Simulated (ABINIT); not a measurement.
# Positron calculation of Bi₂Se₃ (part 1 of 2)

Bi₂Se₃ (5 atoms in the cell), computed with Kohn-Sham DFT of a periodic cell, PBE, JTH PAW PBE v2.0, no spin polarisation (ABINIT 10.8.3).

The structure derives from an entry of the Crystallography Open Database.

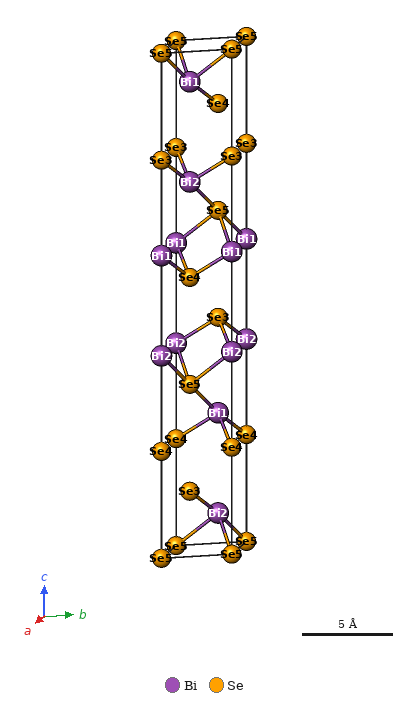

*The structure (ball-and-stick view of the cell 3 times as large as that of the calculation, set on its symmetry axes, seen slightly off an axis; atoms are numbered from 1 in the order of the input).*

Near neighbours in the crystal (not all of them lie inside the picture): Bi has 6 Se at 2.85 to 3.07 Å; Se has 3 Bi at 2.85 Å; Se has 6 Bi at 3.07 Å.

**Summary**

- outcome: converged
- space group (tolerance 0.01 Å): R-3m (166)
- electrons treated: 48
- free energy: −4710.6173 eV
- positron lifetime (one of the program's estimates): 264.0 ps
- Fermi energy: 3.627 eV
- gap on the k-point mesh: 0.22 eV
- pressure: 2.03 GPa
- largest force (length of the vector): 0.185 eV/Å
- hardware: 1 thread of Arm Neoverse V2, 24 GiB of memory available, shared host
- wall time: 11 min
- peak memory: 0.66 GiB

**Notes**

Points of doubt noted for this run: cutoff too low for stress; PAW basis incomplete for positron. Spin–orbit coupling is left out, which matters for Bi.

**The input**
```
# Datasets
ndtset 2

# Pseudopotentials
pp_dirpath "./"
pseudos "Bi.GGA_PBE-JTH.xml, Se.GGA_PBE-JTH.xml"

# Structure
acell 18.5957953138 18.5957953138 18.5957953138
rprim
     0.2105082144     0.1215369743     0.9700077606
    -0.2105082144     0.1215369743     0.9700077606
     0.0000000000    -0.2430739485     0.9700077606
ntypat 2
znucl 83 34
natom 5
typat 1 1 2 2 2
xred
   0.5992000000   0.5992000000   0.5992000000
   0.4008000000   0.4008000000   0.4008000000
   0.7883000000   0.7883000000   0.7883000000
   0.2117000000   0.2117000000   0.2117000000
            0.0            0.0            0.0

# Plane-wave basis
ecut 19.0
pawecutdg 38.0

# Exchange and correlation
ixc 11

# SCF cycle
nstep 80

# Output
iomode 3
prteig 0
prtebands 0
prtwf 0

# Dataset 1: electrons
kptopt1 1
ngkpt1 6 6 6
nshiftk1 1
shiftk1 0.0 0.0 0.0
nband1 29
occopt1 3
tsmear1 0.05 eV
tolvrs1 1.0e-10
prtden1 1

# Dataset 2: positron in the electrons' density
positron2 1
ixcpositron2 31
getden2 1
kptopt2 0
nkpt2 1
kpt2 0.0 0.0 0.0
nband2 1
occopt2 2
occ2 1.0
posocc2 1.0
toldfe2 1.0e-9
optforces2 0
optstress2 0
prtden2 0
```

Launch command:
```bash
abinit run.abi > log 2>&1
```

**The program's output**
```
.Version 10.8.3 of ABINIT
 DATASET    1 : space group R-3 m (#166); Bravais hR (rhombohedral)
================================================================================
 Values of the parameters that define the memory need for DATASET  1.
     intxc =       0    ionmov =       0      iscf =      17    lmnmax =      18
     lnmax =       6     mgfft =      75  mpssoang =       3    mqgrid =    3001
     natom =       5  nloc_mem =       2    nspden =       1   nspinor =       1
    nsppol =       1      nsym =      12    n1xccc =       1    ntypat =       2
    occopt =       3   xclevel =       2
       mpw =        3813          nfft =      421875          nkpt =          32
 PAW method is used; the additional fine FFT grid is defined by:
   mgfftf=       108    nfftf =   1259712
================================================================================
================================================================================

 DATASET    2 : space group R-3 m (#166); Bravais hR (rhombohedral)
================================================================================
 Values of the parameters that define the memory need for DATASET  2.
     intxc =       0    ionmov =       0      iscf =      17    lmnmax =      18
     lnmax =       6     mgfft =      75  mpssoang =       3    mqgrid =    3001
     natom =       5  nloc_mem =       2    nspden =       1   nspinor =       1
    nsppol =       1      nsym =      12    n1xccc =       1    ntypat =       2
    occopt =       2   xclevel =       2
       mpw =        1920          nfft =      421875          nkpt =           1
 PAW method is used; the additional fine FFT grid is defined by:
   mgfftf=       108    nfftf =   1259712
================================================================================
================================================================================

--------------------------------------------------------------------------------
------------- Echo of variables that govern the present computation ------------
--------------------------------------------------------------------------------
 -outvars: echo values of preprocessed input variables --------
            acell      1.8595795314E+01  1.8595795314E+01  1.8595795314E+01 Bohr
              amu      2.08980370E+02  7.89600000E+01
             ecut      1.90000000E+01 Hartree
           getden1          0
           getden2          1
              ixc          11
      ixcpositron1          1
      ixcpositron2         31
           jdtset        1    2
           kptopt1          1
           kptopt2          0
         kptrlatt        6    0    0      0    6    0      0    0    6
          kptrlen1     4.69748120E+01
          kptrlen2     3.00000000E+01
            natom           5
            nband1         29
            nband2          1
           ndtset           2
            ngfft          75      75      75
          ngfftdg         108     108     108
             nkpt1         32
             nkpt2          1
            nstep          80
             nsym          12
           ntypat           2
           occopt1          3
           occopt2          2
        optforces1          2
        optforces2          0
        optstress1          1
        optstress2          0
        pawecutdg      3.80000000E+01 Hartree
         positron1          0
         positron2          1
           prtden1          1
           prtden2          0
        prtebands           0
           prteig           0
            prtwf           0
            rprim      2.1050821440E-01  1.2153697430E-01  9.7000776060E-01
                      -2.1050821440E-01  1.2153697430E-01  9.7000776060E-01
                       0.0000000000E+00 -2.4307394850E-01  9.7000776060E-01
           shiftk1     0.00000000E+00  0.00000000E+00  0.00000000E+00
           shiftk2     5.00000000E-01  5.00000000E-01  5.00000000E-01
          spgroup         166
           toldfe1     0.00000000E+00 Hartree
           toldfe2     1.00000000E-09 Hartree
           tolvrs1     1.00000000E-10
           tolvrs2     0.00000000E+00
           tsmear1     1.83746611E-03 Hartree
           tsmear2     1.00000000E-02 Hartree
            typat      1  1  2  2  2
           useylm           1
           xangst      6.1758320368E-18  5.8964121127E-10  1.7158691189E+01
                      -1.1566421128E-18  3.9440599611E-10  1.1477308793E+01
                      -2.9375718508E-16  7.7572425225E-10  2.2573758786E+01
                       1.1298000781E-17  2.0832279415E-10  6.0622411961E+00
                       0.0000000000E+00  0.0000000000E+00  0.0000000000E+00
            xcart      1.1670631149E-17  1.1142604019E-09  3.2425227026E+01
                      -2.1857368188E-18  7.4531931506E-10  2.1688970281E+01
                      -5.5512062732E-16  1.4659063860E-09  4.2658221737E+01
                       2.1350127246E-17  3.9367302673E-10  1.1455975570E+01
                       0.0000000000E+00  0.0000000000E+00  0.0000000000E+00
             xred      5.9920000000E-01  5.9920000000E-01  5.9920000000E-01
                       4.0080000000E-01  4.0080000000E-01  4.0080000000E-01
                       7.8830000000E-01  7.8830000000E-01  7.8830000000E-01
                       2.1170000000E-01  2.1170000000E-01  2.1170000000E-01
                       0.0000000000E+00  0.0000000000E+00  0.0000000000E+00
            znucl       83.00000   34.00000

================================================================================

 chkinp: Checking input parameters for consistency, jdtset=   1.

 chkinp: Checking input parameters for consistency, jdtset=   2.

================================================================================
== DATASET  1 ==================================================================

--- !DatasetInfo
iteration_state: {dtset: 1, }
dimensions: {natom: 5, nkpt: 32, mband: 29, nsppol: 1, nspinor: 1, nspden: 1, mpw: 3813, }
cutoff_energies: {ecut:  19.0, pawecutdg:  38.0, }
electrons: {nelect:   4.80000000E+01, charge:   0.00000000E+00, occopt:   3.00000000E+00, tsmear:   1.83746611E-03, }
meta: {optdriver: 0, ionmov: 0, optcell: 0, iscf: 17, paral_kgb: 0, }
...

 Exchange-correlation functional for the present dataset will be:
  GGA: Perdew-Burke-Ernzerhof functional - ixc=11
  J.P.Perdew, K.Burke, M.Ernzerhof, PRL 77, 3865 (1996)

 Real(R)+Recip(G) space primitive vectors, cartesian coordinates (Bohr,Bohr^-1):
 R(1)=  3.9145677  2.2600767 18.0380658  G(1)=  0.1277280  0.0737438  0.0184794
 R(2)= -3.9145677  2.2600767 18.0380658  G(2)= -0.1277280  0.0737438  0.0184794
 R(3)=  0.0000000 -4.5201534 18.0380658  G(3)=  0.0000000 -0.1474876  0.0184794
 Unit cell volume ucvol=  9.5752076E+02 bohr^3
 Angles (23,13,12)=  2.43042731E+01  2.43042731E+01  2.43042731E+01 degrees

 Coarse grid specifications (used for wave-functions):

 getcut: wavevector=  0.0000  0.0000  0.0000  ngfft=  75  75  75
         ecut(hartree)=     19.000   => boxcut(ratio)=   2.02849

 Fine grid specifications (used for densities):

 getcut: wavevector=  0.0000  0.0000  0.0000  ngfft= 108 108 108
         ecut(hartree)=     38.000   => boxcut(ratio)=   2.09305

--- Pseudopotential description ------------------------------------------------
- pspini: atom type   1  psp file is ./Bi.GGA_PBE-JTH.xml
 Pseudopotential format is: paw10
 basis_size (lnmax)=  6 (lmn_size= 18), orbitals=   0   0   1   1   2   2
 Spheres core radius: rc_sph= 2.41230754
 Shapefunction is BESSEL type: shapef(r,l)=aa(1,l)*jl(q(1,l)*r)+aa(2,l)*jl(q(2,l)*r)
 Radius for shape functions =  2.20555141
 Compensation charge density is not taken into account in XC energy/potential

- pspini: atom type   2  psp file is ./Se.GGA_PBE-JTH.xml
 Pseudopotential format is: paw10
 basis_size (lnmax)=  4 (lmn_size=  8), orbitals=   0   0   1   1
 Spheres core radius: rc_sph= 2.21132333
 Shapefunction is BESSEL type: shapef(r,l)=aa(1,l)*jl(q(1,l)*r)+aa(2,l)*jl(q(2,l)*r)
 Radius for shape functions =  2.00656599
 Compensation charge density is not taken into account in XC energy/potential

   7.17659941E+03                                ecore*ucvol(ha*bohr**3)
--------------------------------------------------------------------------------

================================================================================

--- !BeginCycle
iteration_state: {dtset: 1, }
solver: {iscf: 17, nstep: 80, nline: 4, wfoptalg: 10, }
tolerances: {tolvrs: 1.00E-10, }
...

     iter   Etot(hartree)      deltaE(h)  residm     nres2
 ETOT  1  -169.98849623029    -1.700E+02 5.191E+00 2.747E+01
 ETOT  2  -173.18573916938    -3.197E+00 2.894E-01 6.125E+01
 ETOT  3  -173.13371059035     5.203E-02 3.400E-02 2.013E+01
 ETOT  4  -173.11434301695     1.937E-02 1.086E-02 3.891E+00
 ETOT  5  -173.11157530653     2.768E-03 7.417E-03 2.526E-01
 ETOT  6  -173.11195242933    -3.771E-04 7.254E-04 3.304E-02
 ETOT  7  -173.11199159170    -3.916E-05 5.315E-04 1.091E-02
 ETOT  8  -173.11199369266    -2.101E-06 5.419E-04 1.344E-03
 ETOT  9  -173.11199304081     6.519E-07 4.507E-04 2.695E-04
 ETOT 10  -173.11199341789    -3.771E-07 1.793E-04 7.293E-05
 ETOT 11  -173.11199345351    -3.561E-08 1.809E-04 6.639E-06
 ETOT 12  -173.11199346940    -1.589E-08 2.855E-04 1.732E-06
 ETOT 13  -173.11199347357    -4.174E-09 1.077E-03 1.967E-07
 ETOT 14  -173.11199347363    -5.525E-11 6.824E-04 9.619E-08
 ETOT 15  -173.11199347350     1.291E-10 1.059E-04 5.763E-09
 ETOT 16  -173.11199347349     3.780E-12 1.209E-04 3.501E-09
 ETOT 17  -173.11199347352    -2.322E-11 2.967E-05 2.662E-10
 ETOT 18  -173.11199347352    -7.958E-13 1.011E-04 1.125E-10
 ETOT 19  -173.11199347351     8.129E-12 5.515E-05 3.550E-11

 At SCF step   19       nres2   =  3.55E-11 < tolvrs=  1.00E-10 =>converged.

 Cartesian components of stress tensor (hartree/bohr^3)
  sigma(1 1)= -6.86755606E-05  sigma(3 2)= -2.66622941E-13
  sigma(2 2)= -6.86755627E-05  sigma(3 1)=  0.00000000E+00
  sigma(3 3)= -6.98914789E-05  sigma(2 1)=  0.00000000E+00

--- !ResultsGS
iteration_state: {dtset: 1, }
comment   : Summary of ground state results
lattice_vectors:
- [  3.9145677,   2.2600767,  18.0380658, ]
- [ -3.9145677,   2.2600767,  18.0380658, ]
- [  0.0000000,  -4.5201534,  18.0380658, ]
lattice_lengths: [  18.59580,   18.59580,   18.59580, ]
lattice_angles: [ 24.304,  24.304,  24.304, ] # degrees, (23, 13, 12)
lattice_volume:   9.5752076E+02
convergence: {deltae:  8.129E-12, res2:  3.550E-11, residm:  5.515E-05, diffor: null, }
etotal    :  -1.73111993E+02
entropy   :   0.00000000E+00
fermie    :   1.33279385E-01
cartesian_stress_tensor: # hartree/bohr^3
- [ -6.86755606E-05,   0.00000000E+00,   0.00000000E+00, ]
- [  0.00000000E+00,  -6.86755627E-05,  -2.66622941E-13, ]
- [  0.00000000E+00,  -2.66622941E-13,  -6.98914789E-05, ]
pressure_GPa:   2.0324E+00
xred      :
- [  5.9920E-01,   5.9920E-01,   5.9920E-01, Bi]
- [  4.0080E-01,   4.0080E-01,   4.0080E-01, Bi]
- [  7.8830E-01,   7.8830E-01,   7.8830E-01, Se]
- [  2.1170E-01,   2.1170E-01,   2.1170E-01, Se]
- [  0.0000E+00,   0.0000E+00,   0.0000E+00, Se]
cartesian_forces: # hartree/bohr
- [ -8.38544403E-19,  -1.03266027E-18,   3.60336724E-03, ]
- [ -2.25005061E-19,   8.10546948E-19,  -3.60336724E-03, ]
- [ -2.57956984E-19,   1.52068571E-18,   3.48199082E-03, ]
- [  9.66989960E-19,  -2.05487745E-18,  -3.48199082E-03, ]
- [  3.54516488E-19,   7.56305075E-19,  -0.00000000E+00, ]
force_length_stats: {min:   8.35271995E-19, max:   3.60336724E-03, mean:   2.83414322E-03, }
...

 Integrated electronic density in atomic spheres:
 ------------------------------------------------
 Atom  Sphere_radius  Integrated_density
    1        2.41231         12.06859329
    2        2.41231         12.06859329
    3        2.21132          3.88681054
    4        2.21132          3.88681054
    5        2.21132          3.92220774

================================================================================

 ----iterations are completed or convergence reached----

 Mean square residual over all n,k,spin=   87.238E-09; max=  55.154E-06
 reduced coordinates (array xred) for    5 atoms
       0.599200000000      0.599200000000      0.599200000000
       0.400800000000      0.400800000000      0.400800000000
       0.788300000000      0.788300000000      0.788300000000
       0.211700000000      0.211700000000      0.211700000000
       0.000000000000      0.000000000000      0.000000000000
 rms dE/dt=  5.7165E-02; max dE/dt=  6.4998E-02; dE/dt below (all hartree)
    1      -0.064997775219     -0.064997775219     -0.064997775219
    2       0.064997775219      0.064997775219      0.064997775219
    3      -0.062808379505     -0.062808379505     -0.062808379505
    4       0.062808379505      0.062808379505      0.062808379505
    5       0.000000000000      0.000000000000      0.000000000000
```
